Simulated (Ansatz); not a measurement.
TaN: several calculations on one system

Part 1: Relaxation

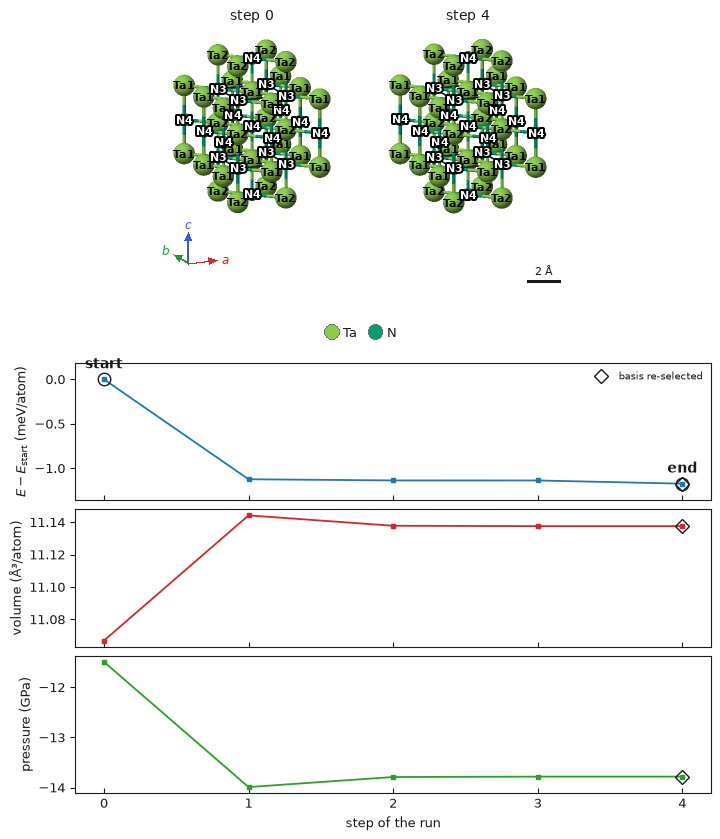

First and last geometry of a relaxation of a crystal of TaN (set up in I4/mmm), with the history of the run. The picture is a ball-and-stick view of the cell of the calculation, seen from a free direction.

Case: biaxial strain in the a-b plane of +3.0 %; c and atoms relaxed.

All numbers below come from DFT r2SCAN, scalar-relativistic, plane waves, PAW in Ansatz.

Input
```yaml
crystal:
  lattice:
    - [2.264214305, 2.264214305, 0.0]
    - [-2.264214305, 2.264214305, 0.0]
    - [0.0, 0.0, 4.3173950437]
  atoms:
    - { symbol: Ta, position: [0.5, 0.5, 0.0] }
    - { symbol: Ta, position: [0.0, 0.0, 0.5] }
    - { symbol: "N", position: [0.0, 0.0, 0.0] }
    - { symbol: "N", position: [0.5, 0.5, 0.5] }
basis:
  ecutwfc: 500
kpoints:
  mp_grid: { grid: [16, 16, 12] }
hamiltonian:
  xc: r2scan
scf:
  occupations: { method: gaussian, width: 0.1 }
output:
  forces: true
  stress: true
  eigenvalues: true
relax:
  adjacent_minimum: "off"
  f_tol: 0.008
  max_steps: 40
  cell: { stress_tol: 0.015, fix: [a, b, gamma] }
```

Command:
```bash
ansatz run input.yaml --threads 1 --pin off --max-ram 2560MiB --backend cpu --events-out ev --progress --plain --runs-dir out
```

Q: Did the run converge, and what did it change?

A: It converged. The energy falls by 1.2 meV per atom in 3 accepted moves (4 points after the start). All forces vanish by symmetry, so only the cell relaxes. The pressure goes from −11.49 to −13.78 GPa. The SCF was repeated once at an unchanged geometry on a basis and grid sized afresh for the cell, which shifted the energy by less than 0.05 meV per atom at most. No atom moves by more than 0.005 Å relative to the cell. Cell: a = b unchanged at 3.202 Å, c 4.317 → 4.345 Å (+0.6 %). Volume +0.6 %. Some distances before and after: Ta1–N4 2.159 → 2.172 Å, Ta1–Ta2 3.128 → 3.138 Å. The space group stays I4/mmm (No. 139). The run took 4.9 min on 1 thread of Intel(R) Xeon(R) Processor @ 2.50GHz (Skylake/Cascade Lake) (shared host), peak memory 0.73 GiB.

Part 2: Relaxation

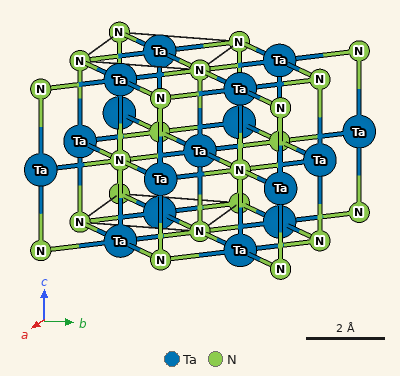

Starting structure of solid TaN (set up in I4/mmm). A ball-and-stick model of the cell of the calculation, repeated 2 × 2 × 1 with one cell outlined, seen slightly off an axis.

Case: biaxial strain in the a-b plane of +4.5 %; c and atoms relaxed.

These are results of Ansatz, DFT r2SCAN, scalar-relativistic, plane waves, PAW, not measurements.

Input
```yaml
crystal:
  lattice:
    - [2.2971882997, 2.2971882997, 0.0]
    - [-2.2971882997, 2.2971882997, 0.0]
    - [0.0, 0.0, 4.27782625]
  atoms:
    - { symbol: Ta, position: [0.5, 0.5, 0.0] }
    - { symbol: Ta, position: [0.0, 0.0, 0.5] }
    - { symbol: "N", position: [0.0, 0.0, 0.0] }
    - { symbol: "N", position: [0.5, 0.5, 0.5] }
basis:
  ecutwfc: 500
kpoints:
  mp_grid: { grid: [16, 16, 12] }
hamiltonian:
  xc: r2scan
scf:
  occupations: { method: gaussian, width: 0.1 }
output:
  forces: true
  stress: true
  eigenvalues: true
relax:
  adjacent_minimum: "off"
  f_tol: 0.008
  max_steps: 40
  cell: { stress_tol: 0.015, fix: [a, b, gamma] }
```

Run as
```bash
ansatz run input.yaml --threads 1 --pin off --max-ram 2560MiB --backend cpu --events-out ev --progress --plain --runs-dir out
```

What does the optimiser find from here?

Answer. No atom moves by more than 0.005 Å relative to the cell. Cell: a = b unchanged at 3.249 Å, c 4.278 → 4.323 Å (+1.1 %). Volume +1.1 %. Among the contacts that change: Ta1–N4 2.139 → 2.161 Å, Ta1–Ta2 3.139 → 3.154 Å. The space group stays I4/mmm (No. 139). After 2 accepted moves (3 points after the start) the energy has fallen by 3.2 meV per atom. All forces vanish by symmetry, so only the cell relaxes. Pressure: −14.88 GPa at the start and −18.76 GPa at the end. The SCF was repeated once at an unchanged geometry on a basis and grid sized afresh for the cell, which shifted the energy by 0.1 meV per atom at most.

History of the run:

| step | E − E(0), meV/atom | pressure, GPa | volume, Å³/atom | note |
| --- | --- | --- | --- | --- |
| 0 | 0.00 | -14.88 | 11.287 |  |
| 1 | -3.09 | -18.87 | 11.409 |  |
| 2 | -3.10 | -18.76 | 11.406 |  |
| 3 | -3.16 | -18.76 | 11.406 | same geometry, new basis |

After the run, drawn alike:

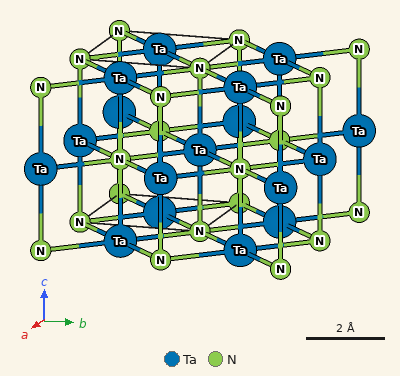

Part 3: A change

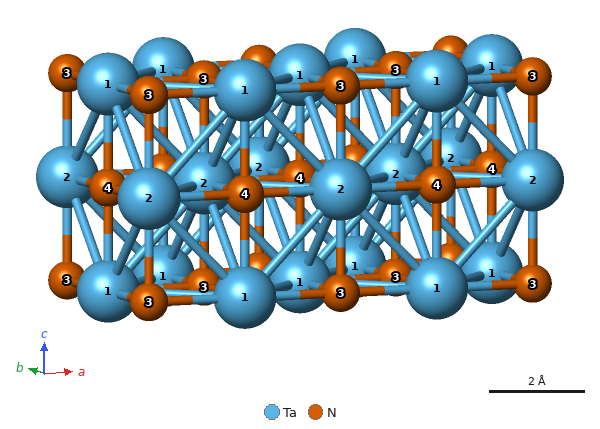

This is a crystal of TaN (set up in Fm-3m). Style: ball-and-stick. Shown: the conventional cell (2 times the calculation's cell), repeated 2 × 1 × 1 with one cell outlined, slightly off an axis. Lengths and directions refer to the drawn axes.

These are results of DFT r2SCAN, scalar-relativistic, plane waves, PAW (Ansatz 0.2.0), not measurements. Settings: plane-wave cutoff 500 eV; k-point mesh 16 × 16 × 12; occupations gaussian; smearing width 0.1 eV; no spin polarisation.

Now this is done to it. Biaxial strain in the a–b plane, −4.5 %, is applied. The c axis and the atoms are relaxed.

**What does the calculation give for the changed structure?**

The volume changes by −6.5 %, with a = b 4.397 → 4.199 Å (−4.5 %), c 4.397 → 4.507 Å (+2.5 %). The atoms keep their places relative to the cell (all moves are under 0.005 Å). Some distances before and after: Ta–Ta 3.109 → 2.969 to 3.080 Å, N–Ta 2.198 → 2.099 to 2.254 Å. The space group (tolerance 0.01 Å) goes from Fm-3m (No. 225) to I4/mmm (No. 139). It costs 130 meV per atom. Pressure: 0.0 GPa before, 32.2 GPa after. The principal stresses (compression positive) are 0.0 GPa along c and 48.3 GPa across it.

The changed structure in the same view:

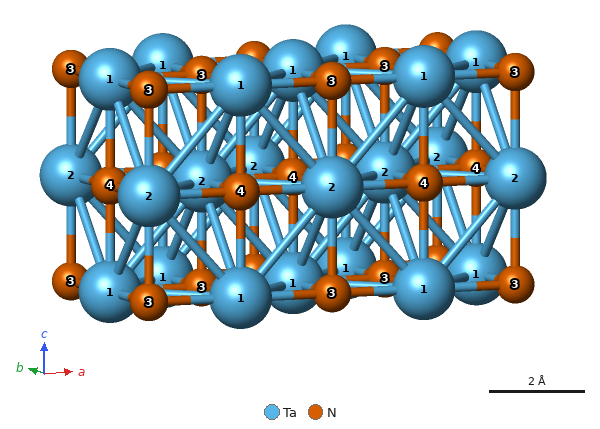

Part 4: Series

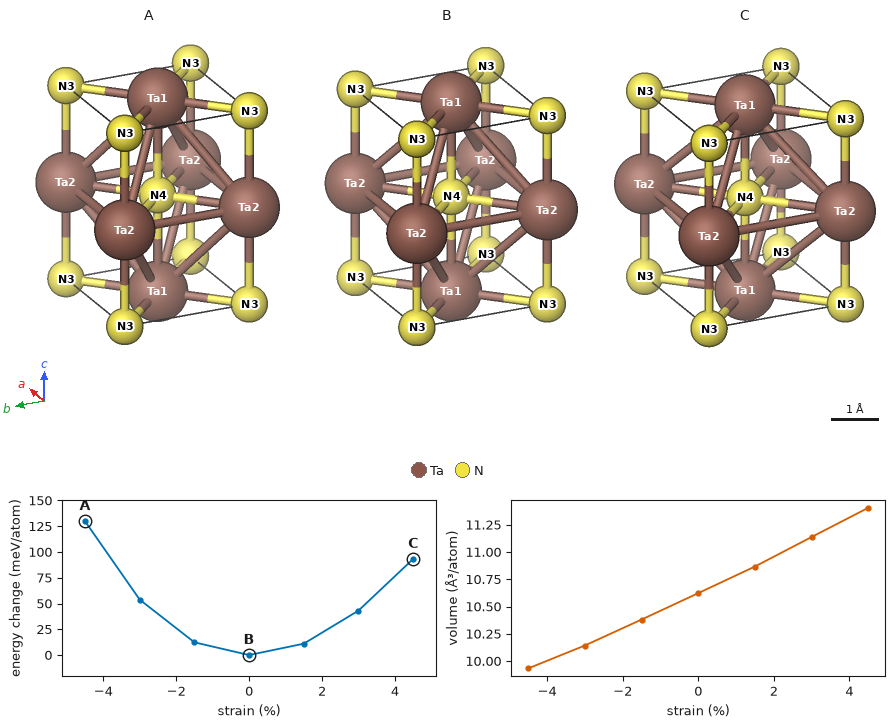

Members of a series of calculations on crystalline TaN (set up in Fm-3m), marked on the first curve. The picture is a ball-and-stick view of the cell of the calculation, seen from a free direction.

Computed with DFT r2SCAN, scalar-relativistic, plane waves, PAW in Ansatz. Set-up: plane-wave cutoff 500 eV; k-point mesh 16 × 16 × 12; occupations gaussian; smearing width 0.1 eV; no spin polarisation.

Which kind of strain is it, and how does the structure respond?

Answer. Biaxial strain in the a–b plane, c and atoms relaxed. A (strain −4.5 %): energy change 130 meV/atom, volume 9.93 Å³ per atom. B (strain 0.0 %): energy change 0.0 meV/atom, volume 10.62 Å³ per atom. C (strain 4.5 %): energy change 93.2 meV/atom, volume 11.41 Å³ per atom. The rest compares A with C. Cell: a = b 2.969 → 3.249 Å (+9.4 %), c 4.507 → 4.323 Å (−4.1 %). Volume +14.8 %. Among the bonded contacts that change: Ta–Ta 2.969 → 3.249 Å, N–Ta 2.099 → 2.297 Å, N–Ta 2.254 → 2.161 Å.
